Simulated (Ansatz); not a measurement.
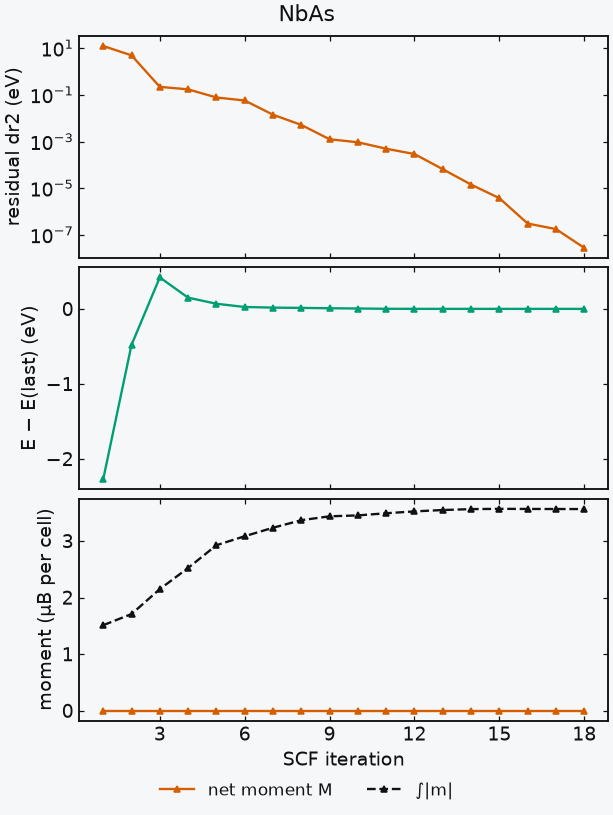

The plot shows the SCF iterations of a calculation: density residual dr2, Harris–Foulkes energy less its last value, magnetic moments. dr2 is the charge part; the magnetisation has a residual of its own.

Program: Ansatz.

```
crystal:
  lattice:
    - [0.0, 3.0919930775, 3.0919930775]
    - [3.0919930775, 0.0, 3.0919930775]
    - [6.183986155, 6.183986155, 0.0]
  atoms:
    - { symbol: Nb, position: [1.0, 0.0, 0.0], spin: 1.0 }
    - { symbol: As, position: [0.25, 0.25, 0.125] }
    - { symbol: Nb, position: [1.0, 0.0, 0.5], spin: -1.0 }
    - { symbol: As, position: [0.25, 0.25, 0.625] }
basis:
  ecutwfc: 500
kpoints:
  mp_grid: { grid: [12, 12, 6] }
hamiltonian:
  xc: r2scan
scf:
  occupations: { method: gaussian, width: 0.1 }
  lower_state_search: "off"
output:
  forces: true
  stress: true
  eigenvalues: true
  populations: true
magnetization:
  spin_polarized: true
```

Launched with:
```bash
ansatz run input.yaml --threads 1 --pin off --max-ram 2560MiB --backend cpu --events-out ev --progress --plain --runs-dir out
```

Q: How did this run end?

A: It was still iterating, at step 18, when the time limit ended it. The residual is still falling at the last step (down to 2.8 × 10⁻⁸). The program keeps the magnetisation out of the quasi-Newton mixer until iteration 9 and then restarts the mixer with it.

Q: What is the residual at the start and at the end?

A: It starts near 10 and ends near 3 × 10⁻⁸ eV.

Q: How do the moments develop?

A: The net moment stays at 0.00 μB per cell, though in an unconverged run this needn't be final.
